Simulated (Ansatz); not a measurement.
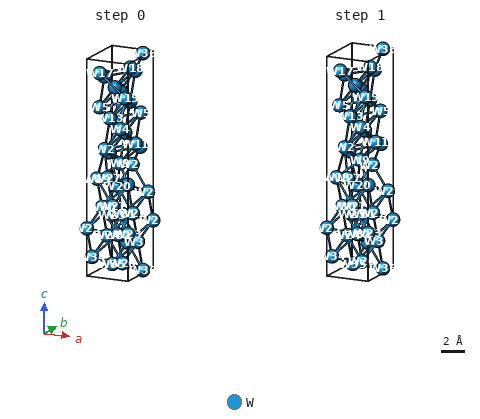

The structure of an interface cell of composition W before (left) and after (right) a relaxation, at one scale.

The picture is a ball-and-stick view of the cell of the calculation (origin shifted), seen slightly off an axis.

Case: symmetric tilt boundary Sigma 9 (2 2 1), mirror between planes, shift [0, 0.5].

These are results of DFT PBE, scalar-relativistic, plane waves, PAW in Ansatz 0.2.0, not measurements. Set-up: plane-wave cutoff 420 eV; k-point mesh 8 × 8 × 2; occupations gaussian; smearing width 0.1 eV; no spin polarisation; cell relaxed at fixed a, b, alpha, beta, gamma; force threshold 0.02 eV/Å; at most 60 steps.

> Describe what moved and what it gained.

The run was cut off at its time limit before the relaxation converged, so the last structure is only a point on the way. The largest moves relative to the cell, 0.20 Å, are those of W atoms. The drawn cell changes as follows: a unchanged at 4.502 Å, b unchanged at 7.119 Å, c 19.401 → 19.634 Å (+1.2 %); the volume changes by +1.2 %. Near-neighbour distances that change, for instance: W–W 2.104 → 2.450 Å, W–W 2.499 → 2.678 Å, W–W 2.771 → 2.914 Å, W–W 2.757 → 2.634 Å. The energy falls by 7.425 eV per cell of the calculation in 1 geometry step. The largest force component goes from 9.6 to 1 eV/Å. Pressure: 9.46 GPa at the start and 1.57 GPa at the end. Cost: 51 min on 4 threads of Arm Neoverse V1, on a shared host, peak memory 8.9 GiB.
